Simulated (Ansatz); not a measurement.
Input

```
crystal:
  lattice:
    - [3.8246790722, 0.0, 0.0]
    - [-1.9123395361, 3.3122692379, 0.0]
    - [0.0, 0.0, 32.3760079985]
  atoms:
    - { symbol: Se, position: [0.6666666667, 0.3333333333, 0.4505636622] }
    - { symbol: Sn, position: [0.0, 0.0, 0.5] }
    - { symbol: Se, position: [0.3333333333, 0.6666666667, 0.5494363378] }
  periodic: [true, true, false]
basis:
  ecutwfc: 420
kpoints:
  mp_grid: { grid: [6, 6, 1] }
  band_path:
    path:
      - [0, 0, 0]
      - [0.5, 0, 0]
      - [0.3333333333333, 0.3333333333333, 0]
      - [0, 0, 0]
    npoints: 3
hamiltonian:
  xc: hse06
  dispersion: d3bj
scf:
  occupations: { method: gaussian, width: 0.02 }
output:
  forces: true
  stress: true
  eigenvalues: true
  populations: true
  write_density: true
  write_potential: true
  elf: true
  volumetric_format: npy
```

Command:

```sh
ansatz run input.yaml --threads 2 --pin off --max-ram 5120MiB --backend cpu --events-out ev --progress --plain --runs-dir out
```

Not relaxed (largest force 0.5 eV/Å).

These are results of DFT HSE06+D3(BJ), scalar-relativistic, plane waves, PAW in Ansatz, not measurements.

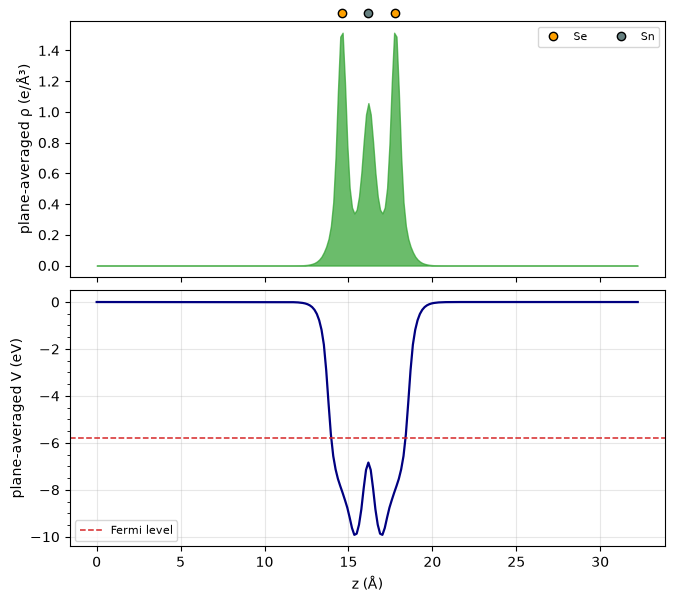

SnSe2 (slab). Plane average of the electrostatic potential energy of an electron and of the valence electron density across the slab. Circles mark the heights of the atoms.

Core electrons are frozen (PAW), and the valence fields are smoothed inside the atomic spheres.

> How far above the Fermi level of the calculation is the vacuum level?

5.8 eV. The slab has a gap, so the Fermi level lies inside it and this isn't a work function in the metallic sense.

> What are the slab's thickness and the vacuum gap?

The outermost nuclei are 3.2 Å apart, in 3 atomic planes; the vacuum between periodic images is 29.2 Å wide.
